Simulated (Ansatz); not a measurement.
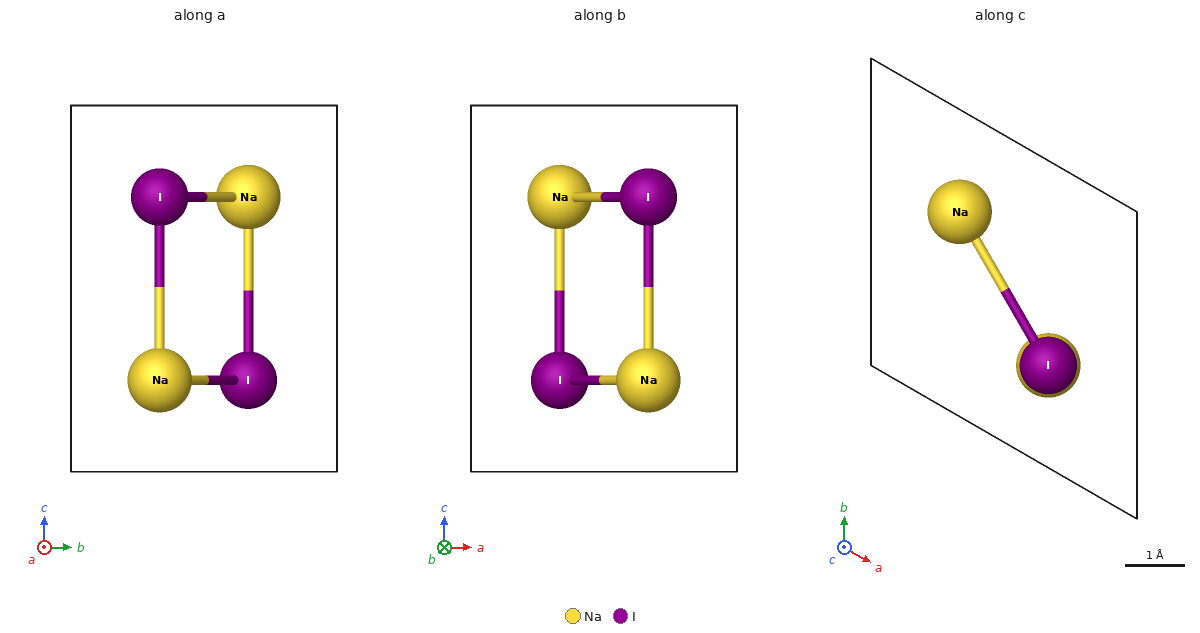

Drawn in the ball-and-stick manner and seen along the a axis, along the b axis and along the c axis. Atoms at the boundary of the conventional unit cell (the box) are drawn once for each face, edge or corner they touch.

Lattice parameters: a = 5.281 Å, b = 5.281 Å, c = 6.298 Å, α = 90.00°, β = 90.00°, γ = 120.00°. Put a along x and b in the xy plane.

> Give the structure in the form of a POSCAR file.

```
Na I
1.0
     5.281    0.000    0.000
    -2.641    4.574    0.000
     0.000    0.000    6.298
Na I
2 2
Direct
  0.3333 0.6667 0.7500
  0.6667 0.3333 0.2500
  0.3333 0.6667 0.2500
  0.6667 0.3333 0.7500
```

The model was built from a structure type filled with these elements by a generator (whether the compound takes this form wasn't checked). The cell was then strained or its atoms displaced on purpose. A calculation with Ansatz used it as input.
